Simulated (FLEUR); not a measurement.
# A series of single points on In

System: In (I4/mmm, 1 atom in the cell).
Method: Kohn-Sham DFT of a periodic cell, LDA, all-electron, no spin polarisation (FLEUR MaX-R8.1 (later development tree)).

The 5 runs differ only in the geometry, by an even scaling of the cell at fixed fractional positions. The structure derives from an entry of the Crystallography Open Database.

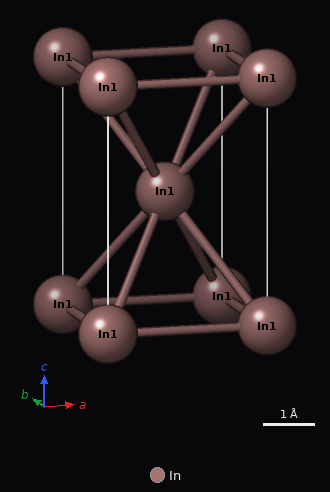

Figure 1. The structure of run 3 (ball-and-stick view of the cell 2 times as large as that of the calculation, set on its symmetry axes, seen slightly off an axis; atoms are numbered from 1 in the order of the input). An atom can appear more than once, as a periodic image.

**Input of run 3**
```
<?xml version="1.0" encoding="UTF-8" standalone="no"?>
<fleurInput fleurInputVersion="0.39">
   <comment>
      In                                                                                                  
   </comment>
   <calculationSetup>
      <cutoffs Kmax="4.1" Gmax="12.7" GmaxXC="12.7" numbands="0"/>
      <scfLoop itmax="60" minDistance="0.00001" maxIterBroyd="15" imix="Anderson" alpha="0.05" precondParam="0.0" spinf="2.0" sdNocoIR="T"/>
      <coreElectrons ctail="T" frcor="F" kcrel="0" coretail_lmax="0"/>
      <xcFunctional name="vwn" relativisticCorrections="F"/>
      <magnetism jspins="1"/>
      <soc l_soc="F" theta="0.0" phi="0.0" spav="F"/>
      <expertModes spex="0" secvar="F"/>
      <geometryOptimization l_f="F" forcealpha="1.0" forcemix="BFGS" epsdisp="0.00001" epsforce="0.00001"/>
      <ldaU l_linMix="F" mixParam="0.05" spinf="1.0"/>
   </calculationSetup>
   <cell>
      <bzIntegration valenceElectrons="21.0" mode="hist" fermiSmearingEnergy="0.00183747">
         <kPointListSelection listName="default-1"/>
         <!-- k-points included here -->
         <xi:include xmlns:xi="http://www.w3.org/2001/XInclude" href="kpts.xml"> </xi:include>
      </bzIntegration>
      <!-- symmetry operations included here -->
      <xi:include xmlns:xi="http://www.w3.org/2001/XInclude" href="sym.xml"> </xi:include>
      <bulkLattice scale="1.0">
         <bravaisMatrix>
            <row-1>   -3.0716931237535618     3.0716931237535618     4.6746155144230199</row-1>
            <row-2>    3.0716931237535618    -3.0716931237535618     4.6746155144230199</row-2>
            <row-3>    3.0716931237535618     3.0716931237535618    -4.6746155144230199</row-3>
         </bravaisMatrix>
      </bulkLattice>
   </cell>
   <atomSpecies>
      <species name="Indium (In)" element="In" atomicNumber="49">
         <mtSphere radius="2.66" gridPoints="879" logIncrement="0.015"/>
         <atomicCutoffs lmax="10" lnonsphr="10"/>
         <electronConfig flipSpins="F">
            <coreConfig>(1s1/2) (2s1/2) (2p1/2) (2p3/2) (3s1/2) (3p1/2) (3p3/2) (3d3/2) (3d5/2)</coreConfig>
            <valenceConfig>(4s1/2) (4p1/2) (4p3/2) (5s1/2) (4d3/2) (4d5/2) (5p1/2) (5p3/2)</valenceConfig>
            <stateOccupation state="(5p1/2)" spinUp="0.166667" spinDown="0.166667"/>
            <stateOccupation state="(5p3/2)" spinUp="0.333333" spinDown="0.333333"/>
         </electronConfig>
         <energyParameters s="5" p="5" d="4" f="4"/>
         <lo type="SCLO" l="0" n="4" eDeriv="0"/>
         <lo type="SCLO" l="1" n="4" eDeriv="0"/>
         <lo type="SCLO" l="1" n="4" eDeriv="1"/>
         <lo type="SCLO" l="2" n="4" eDeriv="2"/>
         <lo type="SCLO" l="3" n="4" eDeriv="2"/>
      </species>
   </atomSpecies>
   <atomGroups>
      <atomGroup species="Indium (In)">
         <relPos label="                   1">.0000000000 .0000000000 .0000000000</relPos>
         <force calculate="T" relaxXYZ="TTT"/>
      </atomGroup>
   </atomGroups>
   <output dos="F" band="F" slice="F">
      <checks vchk="F" cdinf="F"/>
      <bandDOS minEnergy="-.5*Htr" maxEnergy="0.5*Htr" sigma="0.015" storeEVData="T"/>
      <vacuumDOS vacdos="F" integ="F" star="F" nstars="0" locx1="0.0" locy1="0.0" locx2="0.0" locy2="0.0" nstm="0" tworkf="0.0"/>
      <unfoldingBand unfoldBand="F" supercellX="1" supercellY="1" supercellZ="1"/>
      <plotting iplot="0" polar="F">
         <plot TwoD="T" vec1="  1.0  0.0  0.0" vec2="  0.0  1.0  0.0" vec3="  0.0  0.0  1.0" zero="  0.0  0.0  0.0" file="plot"/>
      </plotting>
      <chargeDensitySlicing numkpt="0" minEigenval="0.0" maxEigenval="0.0" nnne="0" pallst="F"/>
      <specialOutput eonly="F"/>
      <moessbauerParams electricFieldGradient="T" isomerShift="T" coreHyperfine="T" valenceHyperfine="T"/>
      <magneticCircularDichroism mcd="F" energyLo="-10.0" energyUp="0.0"/>
   </output>
  <!-- We include the file relax.xml here to enable relaxations (see documentation) -->
  <xi:include xmlns:xi="http://www.w3.org/2001/XInclude" href="relax.xml"> <xi:fallback/> </xi:include>
</fleurInput>
```

Lattice vectors (Å) and fractional positions of run 3:
```
  -1.625470    1.625470    2.473700
   1.625470   -1.625470    2.473700
   1.625470    1.625470   -2.473700
In  0.000000  0.000000  0.000000
```

Run 4 has the same physical settings and fractional positions; its lattice vectors (Å) are:
```
  -1.646860    1.646860    2.506252
   1.646860   -1.646860    2.506252
   1.646860    1.646860   -2.506252
```

**Results, with one run withheld**

| run | volume per atom (Å³) | free energy per atom, from the lowest run given (meV) |
| --- | --- | --- |
| 1 | 24.575 | 0.00 |
| 2 | 25.098 | 1.45 |
| 3 | 26.144 | 13.05 |
| 4 | 27.189 | ? |
| 5 | 27.712 | 47.25 |

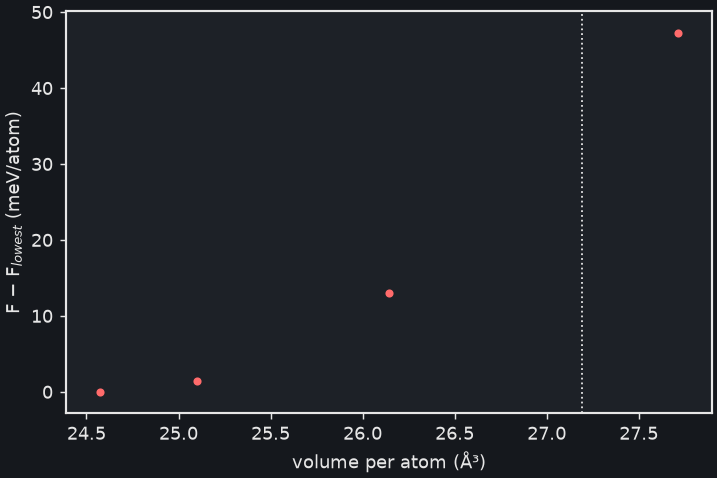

Figure 2. Free energy per atom of the runs given; the dotted line marks run 4.

What should run 4 give?

A quadratic polynomial in V^(−2/3) (the Birch–Murnaghan form), fitted to the 4 runs given, misses them by at most 0.07 meV per atom. With x = V^(−2/3) − 0.11442 Å⁻², it reads F = 8.5772 − 4432.7 x + 5.703e+05 x² (meV per atom). At run 4 it gives 33.87 meV per atom, and the run itself gives 33.98. The fit has no minimum inside this range.

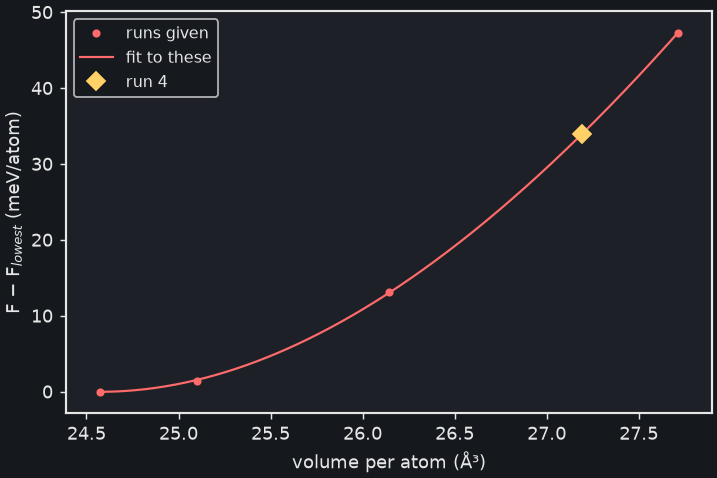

Figure 3. The fit and the withheld run.

**Output (run 4)**
```
Welcome to FLEUR        (www.flapw.de)
      MaX-Release 8.1          (www.max-centre.eu)

 ========== k-point set info ==========
 Selected k-point list: default-1
 k-point list type: mesh
 11 x 11 x 11
 Number of k points: 126

 ------------Calculation Setup---------------------------
 Number of MPI-tasks      :            1
 Number of PE/node        :            1
 Number of OMP-threads    :            1
 Most efficient MPI parallelization for:
           1           2           3           6           7           9          14          18          21          42          63         126
 Additional eigenvalue parallelization possible
 Number of basis functions:          255
 Approximate size of matrices (H+S) per k-point:         0.001 GB
 --------------------------------------------------------

 Iteration:     1   Distance:       4.21074513 me/bohr^3

 Iteration:     2   Distance:       3.89689246 me/bohr^3

 Iteration:     3   Distance:       1.73868757 me/bohr^3

 Iteration:     4   Distance:       0.15772864 me/bohr^3

 Iteration:     5   Distance:       0.16072254 me/bohr^3

 Iteration:     6   Distance:       0.04333598 me/bohr^3

 Iteration:     7   Distance:       0.00588947 me/bohr^3

 Iteration:     8   Distance:       0.00128827 me/bohr^3

 Iteration:     9   Distance:       0.00008574 me/bohr^3

 Iteration:    10   Distance:       0.00006755 me/bohr^3

 Iteration:    11   Distance:       0.00000750 me/bohr^3

 ********************************************************************
 Run finished successfully
 Stop message:
   all done
 ********************************************************************
```
